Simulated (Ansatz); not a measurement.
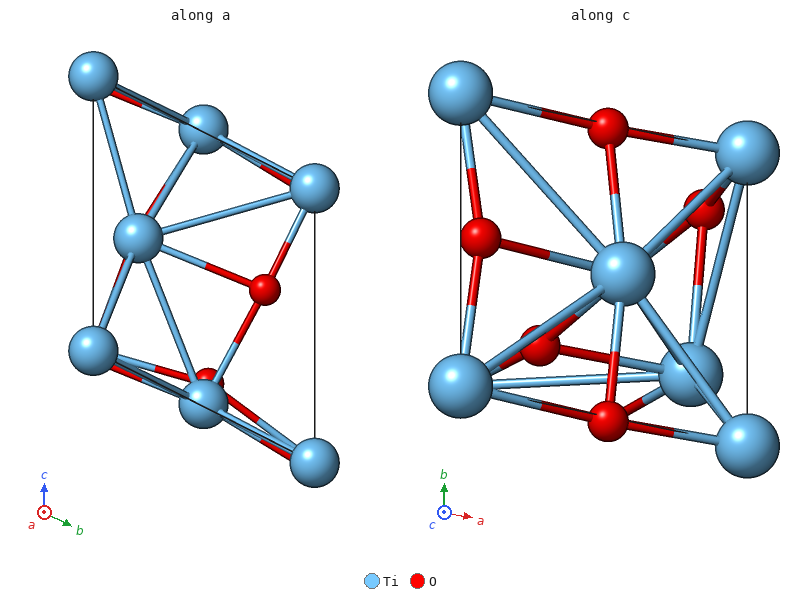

Shown here is a ball-and-stick view of the crystal, taken along the a axis and along the c axis. Thin lines show the unit cell, with boundary atoms drawn in all their periodic places.

Ti$_{3}$O$_{4}$, a = 4.10 Å, b = 4.10 Å, c = 4.98 Å, α = 114.31°, β = 114.31°, γ = 90.00°.

Electronic-structure method: Ansatz, DFT PBEsol, scalar-relativistic, plane waves, PAW. Parameters: plane waves up to 420 eV, k-points about 0.18 Å⁻¹ apart, Gaussian smearing of 0.15 eV, no spin polarisation.

### Predict the gap.

A metal: bands cross the Fermi level.

### What is the computed pressure?

The computed pressure is 3.7 GPa (compressed: it would expand). The stress isn't hydrostatic: its largest component is 7.5 GPa.

Origin of the cell: a structure listed in the Materials Project. The cell was then strained or its atoms displaced on purpose. Ansatz was used for an electronic-structure calculation on it.

At this level of theory the run's own cell isn't at rest (forces up to 3.3 eV/Å), so its distances can differ from those at equilibrium, the more so the softer the solid.
